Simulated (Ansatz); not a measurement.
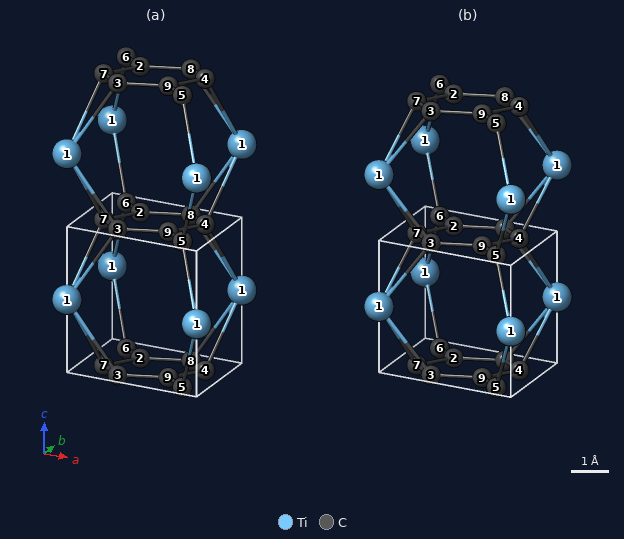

The structure of a crystal of TiC8 (a generated structure, set up in P6/mmm) (coarse preliminary run) before (left) and after (right) a relaxation, at one scale.

A ball-and-stick model of the cell of the calculation, repeated 1 × 1 × 2 with one cell outlined, seen slightly off an axis.

The calculation used DFT PBE+D3(BJ), scalar-relativistic, plane waves, PAW in Ansatz.

Input
```yaml
crystal:
  lattice:
    - [4.91203602, 0.0, 0.0]
    - [-2.45601801, 4.25394798, 0.0]
    - [0.0, 0.0, 4.02041052]
  atoms:
    - { symbol: Ti, position: [0.0, 0.0, 0.5] }
    - { symbol: C, position: [0.33333333, 0.66666667, 0.0] }
    - { symbol: C, position: [0.33333333, 0.16666667, 0.0] }
    - { symbol: C, position: [0.83333333, 0.66666667, 0.0] }
    - { symbol: C, position: [0.83333333, 0.16666667, 0.0] }
    - { symbol: C, position: [0.16666667, 0.83333333, 0.0] }
    - { symbol: C, position: [0.16666667, 0.33333333, 0.0] }
    - { symbol: C, position: [0.66666667, 0.83333333, 0.0] }
    - { symbol: C, position: [0.66666667, 0.33333333, 0.0] }
basis:
  ecutwfc: 420
kpoints:
  mp_grid: { grid: [6, 6, 4] }
hamiltonian:
  xc: pbe
  dispersion: d3bj
scf:
  occupations: { method: gaussian, width: 0.1 }
  lower_state_search: "off"
output:
  forces: true
  stress: true
  eigenvalues: true
relax:
  adjacent_minimum: "off"
  f_tol: 0.04
  max_steps: 70
  cell: { stress_tol: 0.4 }
```

Command:
```bash
ansatz run input.yaml --threads 1 --pin off --max-ram 2048MiB --backend cpu --events-out ev --progress --plain --runs-dir out
```

> Summarise the run.

The largest moves relative to the cell, 0.013 Å, are those of C3, C4, C5, C6, C7 and C8. C8 goes along [−2 −1 0]. Ti stays in place. Cell: a = b 4.912 → 5.001 Å (+1.8 %), c 4.020 → 3.637 Å (−9.5 %). Volume −6.2 %. Some distances before and after: Ti1–C3 2.460 → 2.330 Å, C3–C6 1.418 → 1.457 Å, C2–C6 1.418 → 1.430 Å. Bond angles that change, for instance: Ti1–C8–Ti1 109.6° → 102.6°, Ti1–C8–C2 125.2° → 128.7°. The space group stays P6/mmm (No. 191). After 4 accepted moves (6 points after the start) the energy has fallen by 61.9 meV per atom. Largest force component: 0.61 eV/Å at the start, 0.00056 eV/Å at the end. Pressure: 5.21 GPa at the start and −0.01 GPa at the end. The SCF was repeated twice at an unchanged geometry on a basis and grid sized afresh for the cell, which shifted the energy by 0.7 meV per atom at most. The run took 20 s on 1 thread of Intel(R) Xeon(R) Platinum 8375C CPU @ 2.90GHz (Ice Lake) (shared host), peak memory 0.41 GiB.

Limits of the set-up: the k-point mesh is coarse for a cell with partly filled bands.
